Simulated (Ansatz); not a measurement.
# Ga: geometry relaxation

The run: geometry relaxation of Ga (P6/mmm, 3 atoms in the cell). Method and program: DFT, PBE, all-electron LAPW, scalar-relativistic, no spin polarisation (Ansatz 0.2.0).

It belongs to a series of runs on one base structure; here: omega relaxed under pressure, LAPW. Figures and captions count atoms from 1; the log counts them from 0 in places.

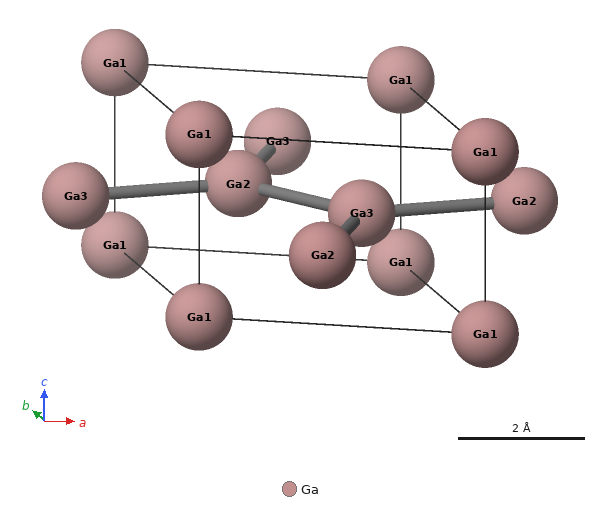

The input geometry (ball-and-stick view of the cell of the calculation, seen slightly off an axis; bonded neighbours outside the cell are drawn too; atoms are numbered from 1 in the order of the input).

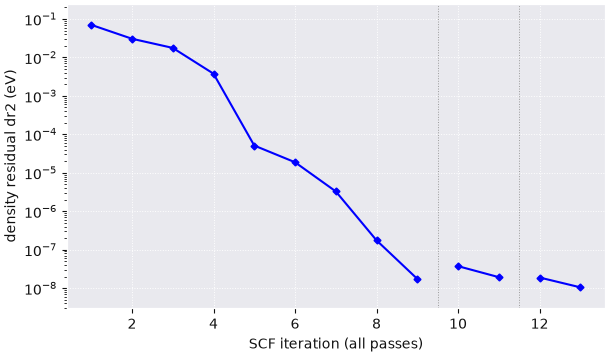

Convergence of the self-consistent field: density residual dr2 against the SCF iteration. The dotted lines part the SCF passes of the relaxation: geometry steps, rejected trials and re-solves on a re-selected basis. The passes take 9, 2 and 2 iterations.

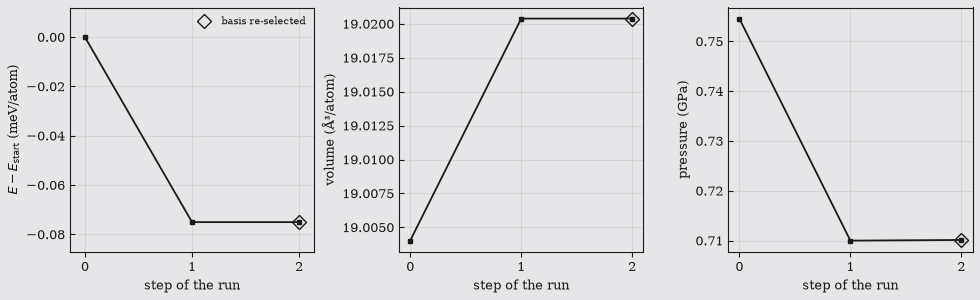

Progress of the relaxation, step by step (the first geometry is step 0 here and step 1 in the log). No atom moves by more than 0.005 Å relative to the cell. The volume changes by +0.1 %, with a = b 4.681 → 4.682 Å (0.0 %), c 3.005 → 3.006 Å (0.0 %). The space group stays P6/mmm (No. 191). After 1 geometry step the energy has fallen by 0.1 meV per atom. All forces vanish by symmetry, so only the cell relaxes. Pressure: 0.75 GPa at the start and 0.71 GPa at the end. A last SCF at the same geometry on a re-selected plane-wave basis shifts the energy by next to nothing (0.0 meV per atom). (Atoms are counted from 1 in the order of the input.)

The input and output of the run follow.

## The input
```yaml
crystal:
  lattice:
    - [4.6805226876, 0.0, 0.0]
    - [-2.3402613438, 4.0534515504, 0.0]
    - [0.0, 0.0, 3.0050201095]
  atoms:
    - { symbol: Ga, position: [0.0, 0.0, 0.0] }
    - { symbol: Ga, position: [0.3333333333, 0.6666666667, 0.5] }
    - { symbol: Ga, position: [0.6666666667, 0.3333333333, 0.5] }
kpoints:
  mp_grid: { grid: [8, 8, 11] }
scf:
  occupations: { method: fermi_dirac, width: 0.08 }
hamiltonian:
  xc: pbe
  pseudopotentials: { kind: all_electron, lapw: { basis_error: 0.0005 } }
output:
  forces: true
  stress: true
  eigenvalues: true
relax:
  f_tol: 0.005
  max_steps: 12
  cell: { p_target: 0.71, stress_tol: 0.03 }
```

Launched with:
```bash
ansatz run input.yaml --threads 1 --pin off --max-ram 3584MiB --backend cpu --events-out ev --progress --plain --runs-dir out
```

## What the program printed
```
The last accepted step is kept in [file] (removed where the run ends without a failure and the disk answers)
LAPW: plane waves up to 8.788 Å⁻¹, error target 5.0e-4 eV per atom; small_component_spin mean_spin; Ga in spheres of 1.311 Å, 21 of its electrons in bands, Dirac shells [] (how accurate: hamiltonian.pseudopotentials.lapw.basis_error, Limitations)
Engine: ansatz 0.2.0, aarch64-unknown-linux-gnu
Pseudopotentials: kind: all_electron
Pseudopotential: Ga, LAPW, valence charge 21, lapw/all_electron/scalar/gaussian/Ga, Koelling and Harmon's equation, gaussian nucleus
Functional definition: PBE
  parameter kappa = 0.804
  parameter beta = 0.06672455060314922
  exchange = pbe_x(kappa = kappa, mu = beta*pi^2/3)
  correlation = pbe_c(beta = beta)
Crystal: 3 atoms, lattice volume = 57.012 Å³
Basis set: ecut = 294.259688208451 eV, 645 PW (Γ), exchange–correlation at level 2
Bands: 38, of which v1, the nominal top of the filled ones, is band 32 counted from 1 (31 counted from 0)
Symmetry: 24 space group operations
Space group: P6/mmm (ITA 191), of the structure as read, at distance tolerance 3.8e-5 Å
k-points: 60 of 704
Non-local potential: Ga, projectors of the file, none
Initial density: superposition of atomic densities (chi_scale 0.1, normalization cell)
Initial wavefunctions: plane waves of lowest kinetic energy (no species holds an atomic orbital)
Functional: x = pbe(κ = 0.804, μ = 0.2195149727645171), c = pbe(β = 0.06672455060314922)
iter 1 solved again at ethr=1.11e-4 eV; its pass at ethr=1.00e-1 eV (dr2=7.02e-2 eV) is discarded
SCF iter   1: F=—  HF=-158699.504561 eV  |F-HF|=—  |Δ(HF+E_count)|=         —  Δρ=1.19e-2  dr2=7.04e-2  ethr=1.11e-4  ⟨swp⟩=3.0  Hψ=14594  notcnv=0
preconditioner: auto → Kerker (q_TF=auto, 2.774 Å⁻¹)  [metal: Δε(μ)=0.023 eV  Ē_g=16.684 eV  σ=0.080 eV  W_gap=0.07  n_scr=26 (ndim 8)  ℏωp=30.7 eV  f_vac=0.000  D(μ)=1.44/eV (n_scr^D=8)]
SCF iter   2: F=—  HF=-158699.425019 eV  |F-HF|=—  |Δ(HF+E_count)|=   7.95e-2  Δρ=7.02e-3  dr2=3.06e-2  ethr=1.11e-4  ⟨swp⟩=2.0  Hψ=6555  notcnv=0
SCF iter   3: F=—  HF=-158699.410416 eV  |F-HF|=—  |Δ(HF+E_count)|=   1.46e-2  Δρ=5.19e-3  dr2=1.77e-2  ethr=4.86e-5  ⟨swp⟩=2.0  Hψ=6491  notcnv=0
SCF iter   4: F=—  HF=-158699.404753 eV  |F-HF|=—  |Δ(HF+E_count)|=   5.66e-3  Δρ=2.14e-3  dr2=3.78e-3  ethr=2.80e-5  ⟨swp⟩=2.0  Hψ=6490  notcnv=0
iter 5 solved again at ethr=8.11e-8 eV; its pass at ethr=5.99e-6 eV (dr2=5.11e-5 eV) is discarded
SCF iter   5: F=—  HF=-158699.405203 eV  |F-HF|=—  |Δ(HF+E_count)|=   4.51e-4  Δρ=3.15e-4  dr2=5.11e-5  ethr=8.11e-8  ⟨swp⟩=2.0  Hψ=11181  notcnv=0
SCF iter   6: F=—  HF=-158699.405275 eV  |F-HF|=—  |Δ(HF+E_count)|=   7.18e-5  Δρ=1.43e-4  dr2=1.88e-5  ethr=8.11e-8  ⟨swp⟩=2.0  Hψ=6490  notcnv=0
SCF iter   7: F=—  HF=-158699.405204 eV  |F-HF|=—  |Δ(HF+E_count)|=   7.15e-5  Δρ=7.65e-5  dr2=3.28e-6  ethr=2.99e-8  ⟨swp⟩=2.1  Hψ=6495  notcnv=0
SCF iter   8: F=—  HF=-158699.405204 eV  |F-HF|=—  |Δ(HF+E_count)|=   6.23e-7  Δρ=1.26e-5  dr2=1.75e-7  ethr=5.20e-9  ⟨swp⟩=2.6  Hψ=6553  notcnv=0
SCF iter   9: F=-158699.405204 eV  HF=-158699.405204 eV  |F-HF|=9.90e-9  |Δ(HF+E_count)|=   4.61e-8  Δρ=4.00e-6  dr2=1.74e-8  ethr=2.79e-10  ⟨swp⟩=2.1  Hψ=6496  notcnv=0
the search or the solves at the SCF's close seem to have found levels that the self-consistency loop had missed (the run counts 1). By its estimate they hold under 1e-12 electrons; where the run keeps them, the occupations were computed again with them
SCF 1 converged in 9 iterations: F = -158699.405204 eV  dr2 = 1.74e-8
relax step   1: F+E_penalty+E_count = -158699.40520426 eV  Δ(F+E_penalty+E_count) = +0.000e0 eV  max|allowed force component| = 2.650e-18 eV/Å  Δτ_max = 0.0000 Å  P = +0.755 GPa  Ω = 57.012 Å³  (9 SCF iters, accepted)
Crystal: 3 atoms, lattice volume = 57.061 Å³
Basis set: ecut = 294.09079520132383 eV, 645 PW (Γ), exchange–correlation at level 2
Initial density: handed on by an earlier stage of this run
Initial wavefunctions: those handed on with the density
iter 1 solved again at ethr=1.39e-10 eV; its pass at ethr=1.00e-1 eV (dr2=8.74e-8 eV) is discarded
SCF iter   1: F=—  HF=-158699.405429 eV  |F-HF|=—  |Δ(HF+E_count)|=         —  Δρ=7.06e-6  dr2=3.73e-8  ethr=1.39e-10  ⟨swp⟩=5.2  Hψ=12716  notcnv=0
preconditioner: auto → Kerker (q_TF=auto, 2.774 Å⁻¹)  [metal: Δε(μ)=0.039 eV  Ē_g=17.140 eV  σ=0.080 eV  W_gap=0.12  n_scr=26 (ndim 8)  ℏωp=30.7 eV  f_vac=0.000  D(μ)=1.46/eV (n_scr^D=8)]
SCF iter   2: F=-158699.405429 eV  HF=-158699.405429 eV  |F-HF|=1.87e-8  |Δ(HF+E_count)|=   3.35e-8  Δρ=4.76e-6  dr2=1.93e-8  ethr=5.93e-11  ⟨swp⟩=2.0  Hψ=6490  notcnv=0
SCF 2 converged in 2 iterations: F = -158699.405429 eV  dr2 = 1.93e-8
relax step   2: F+E_penalty+E_count = -158699.40542904 eV  Δ(F+E_penalty+E_count) = -2.248e-4 eV  max|allowed force component| = 2.168e-18 eV/Å  Δτ_max = 0.0000 Å  P = +0.710 GPa  Ω = 57.061 Å³  (2 SCF iters, accepted)
iter 1 solved again at ethr=3.01e-11 eV; its pass at ethr=1.00e-1 eV (dr2=1.89e-8 eV) is discarded
SCF iter   1: F=—  HF=-158699.405429 eV  |F-HF|=—  |Δ(HF+E_count)|=         —  Δρ=4.74e-6  dr2=1.89e-8  ethr=3.01e-11  ⟨swp⟩=2.0  Hψ=10168  notcnv=0
SCF iter   2: F=-158699.405429 eV  HF=-158699.405429 eV  |F-HF|=6.02e-9  |Δ(HF+E_count)|=   7.54e-9  Δρ=3.50e-6  dr2=1.05e-8  ethr=3.01e-11  ⟨swp⟩=2.0  Hψ=6490  notcnv=0
SCF 3 converged in 2 iterations: F = -158699.405429 eV  dr2 = 1.05e-8
relax step   3: F+E_penalty+E_count = -158699.40542905 eV  Δ(F+E_penalty+E_count) = -4.016e-9 eV  max|allowed force component| = 2.265e-18 eV/Å  Δτ_max = 0.0000 Å  P = +0.710 GPa  Ω = 57.061 Å³  stress off target by 9.39e-3 GPa  SCF on the basis re-selected at this cell (its energy is not comparable with the rows above)  (2 SCF iters)
basis re-selected at this cell: Δ(F+E_penalty+E_count) = -4.016e-9 eV, ΔP = +0.000 GPa vs the last step (what re-selecting the basis moved, after the strain that the cell walked since its last selection, with what the two solves' SCF thresholds leave and, on support functions, any second-order correction that the steps lacked; it is no measure of the basis error at this ecutwfc). This SCF's stress stands 9.39e-3 GPa from its target on what of the cell is left free (relax.cell.stress_tol is 3.00e-2 GPa) and its largest allowed force component is 2.26e-18 eV/Å (relax.f_tol is 5.00e-3 eV/Å): within both
SCF converged after 2 iterations
Free energy (F): -158699.405429 eV
Harris-Foulkes:  -158699.405429 eV  (|F-HF|=6.02e-9)
Internal energy: -158699.374440 eV  (E = F + TS)
E sigma→0 (E₀):  -158699.389935 eV
Entropy (-TS):   -0.030989 eV (-10.330 meV/atom)
Fermi energy:    11.723017 eV
--- Per-component energies (eV) ---
  E_band       = -2313.266245
  E_kinetic    = 161820.808974
  E_xc         = -6177.740761
  E_electrostatic = -314342.442653  (all electrons and nuclei)
  E_smearing   = -0.030989  (= −TS)
  E_closure    = 0.000000  (closes the sum)
  E_atoms      = -158690.833677  (free atoms, spherical and without spin; not in F)
  Σ components = -158699.405429   (vs F -158699.405429, Δ=0.00e0)
  Basis errors (estimates in eV, not in F): energy 1.7e-4 per atom: plane waves 1.7e-4 (9.0e-5 summed), levels above the bands 8.9e-26, relativity 1.4e-8, radial functions 3.5e-6, core shells 9.4e-12; eigenvalues (radial functions only) 9.2e-8; not estimated: angular momenta, meshes, grids; target (lapw.basis_error) 5.0e-4; muffin-tin radii Ga 1.311 Å
--- Forces (eV/Å), atoms counted from 1 ---
  atom   1  Ga     0.00000000     0.00000000     0.00000000
  atom   2  Ga     0.00000000    -0.00000000     0.00000000
  atom   3  Ga    -0.00000000     0.00000000     0.00000000
  max |Σ_I F_I| component: 1.45e-19 eV/Å
--- Stress (GPa, compression-positive) ---
        0.714890      -0.000000       0.000000
       -0.000000       0.714890       0.000000
        0.000000       0.000000       0.700609
  P = ⅓ Tr σ = 0.7101 GPa (7.101 kbar)
--- Band table (eV; the first three rows and the last of 60) ---
  k-point 0: bands = ["-132.0814", "-132.0807", "-132.0699", "-82.8205", "-82.8197", "-82.8105", "-82.8105", "-82.8053", "-82.8053", "-82.8028", "-82.8028", "-82.8005", "-3.4115", "-3.2414", "-3.2414", "-3.2373", "-3.2030", "-3.1746", "-3.1746", "-3.1702", "-3.1702", "-3.1608", "-3.1608", "-3.1479", "-3.1479", "-3.0186", "-3.0186", "0.6524", "9.0510", "9.3457", "10.4921", "10.4921", "10.6857", "10.6857", "16.4895", "19.9643", "23.4361", "23.4887"]
  k-point 1: bands = ["-132.0814", "-132.0807", "-132.0699", "-82.8206", "-82.8198", "-82.8105", "-82.8105", "-82.8052", "-82.8052", "-82.8028", "-82.8028", "-82.8006", "-3.3959", "-3.2408", "-3.2408", "-3.2232", "-3.2162", "-3.2162", "-3.1898", "-3.1898", "-3.1852", "-3.1352", "-3.1352", "-3.1283", "-3.1283", "-3.0209", "-3.0209", "0.7916", "9.1434", "9.4711", "10.6200", "10.6200", "10.8328", "10.8328", "14.9033", "21.8234", "22.2579", "22.3368"]
  k-point 2: bands = ["-132.0814", "-132.0807", "-132.0699", "-82.8210", "-82.8201", "-82.8105", "-82.8105", "-82.8052", "-82.8052", "-82.8028", "-82.8028", "-82.8010", "-3.3544", "-3.2650", "-3.2650", "-3.2368", "-3.2368", "-3.2286", "-3.2286", "-3.1858", "-3.1372", "-3.1170", "-3.1170", "-3.1062", "-3.1062", "-3.0242", "-3.0242", "1.2104", "9.3574", "9.8507", "10.9936", "10.9936", "11.2710", "11.2710", "12.6372", "20.0992", "20.1834", "21.6576"]
  k-point 59: bands = ["-132.0810", "-132.0809", "-132.0699", "-82.8217", "-82.8216", "-82.8109", "-82.8081", "-82.8072", "-82.8045", "-82.8029", "-82.8029", "-82.8021", "-3.3693", "-3.3392", "-3.2732", "-3.2672", "-3.2438", "-3.2326", "-3.2187", "-3.2083", "-3.1431", "-3.1362", "-3.0895", "-3.0388", "-2.9961", "-2.9951", "-2.9726", "6.6171", "6.8553", "7.7597", "8.8107", "9.1286", "10.1264", "14.9155", "16.4046", "17.4197", "17.5270", "18.7469"]
--- Relaxed structure (2 steps of the walk, 2 accepted, 1 SCFs on fresh bases) ---
  F+E_penalty+E_count = -158699.40542905 eV   max|allowed force component| = 2.265e-18 eV/Å   (the final SCF, on the basis selected at the relaxed cell)
  cell:  # Å, volume = 57.0612 Å³
    - [4.6819728424832, 0.0, 0.0]
    - [-2.3409864212416, 4.054707421419288, 0.0]
    - [0.0, 0.0, 3.005746289958008]
  atoms:
    - { symbol: Ga, position: [1.8029005632015966e-36, 1.3198148132581096e-36, 0.0] }
    - { symbol: Ga, position: [0.3333333333333333, 0.6666666666666666, 0.49999999999999994] }
    - { symbol: Ga, position: [0.6666666666666666, 0.3333333333333333, 0.49999999999999994] }
```

## Trajectory as extended XYZ (Å, eV, eV/Å), 3 frames, from step=1 to step=3
```
3
Lattice="4.6805 0.0000 0.0000 -2.3403 4.0535 0.0000 0.0000 0.0000 3.0050" Properties=species:S:1:pos:R:3:forces:R:3 step=1 energy=-158699.40520 pressure_GPa=0.75
Ga    0.0000    0.0000    0.0000    0.0000   0.0000   0.0000
Ga    0.0000    2.7023    1.5025    0.0000   0.0000   0.0000
Ga    2.3403    1.3512    1.5025    0.0000   0.0000   0.0000
3
Lattice="4.6820 0.0000 0.0000 -2.3410 4.0547 0.0000 0.0000 0.0000 3.0057" Properties=species:S:1:pos:R:3:forces:R:3 step=2 energy=-158699.40543 pressure_GPa=0.71
Ga    0.0000    0.0000    0.0000    0.0000   0.0000   0.0000
Ga    0.0000    2.7031    1.5029    0.0000   0.0000   0.0000
Ga    2.3410    1.3516    1.5029    0.0000   0.0000   0.0000
3
Lattice="4.6820 0.0000 0.0000 -2.3410 4.0547 0.0000 0.0000 0.0000 3.0057" Properties=species:S:1:pos:R:3:forces:R:3 step=3 energy=-158699.40543 pressure_GPa=0.71
Ga    0.0000    0.0000    0.0000    0.0000   0.0000   0.0000
Ga    0.0000    2.7031    1.5029    0.0000   0.0000   0.0000
Ga    2.3410    1.3516    1.5029    0.0000   0.0000   0.0000
```

## Summary

- outcome: converged
- space group (tolerance 0.01 Å): P6/mmm (191)
- electrons in bands (core shells apart): 63
- free energy: −158699.4054 eV
- Fermi energy: 11.723 eV
- pressure: 0.71 GPa
- final volume: 57.06 Å³
- largest force (length of the vector) at the end: under 0.001 eV/Å
- final cell: a = 4.682 Å, b = 4.682 Å, c = 3.006 Å, α = 90.00°, β = 90.00°, γ = 120.00°
- hardware: 1 thread of Arm Neoverse V1, 24 GiB of memory available, shared host
- wall time: 70 s
- peak memory: 0.48 GiB
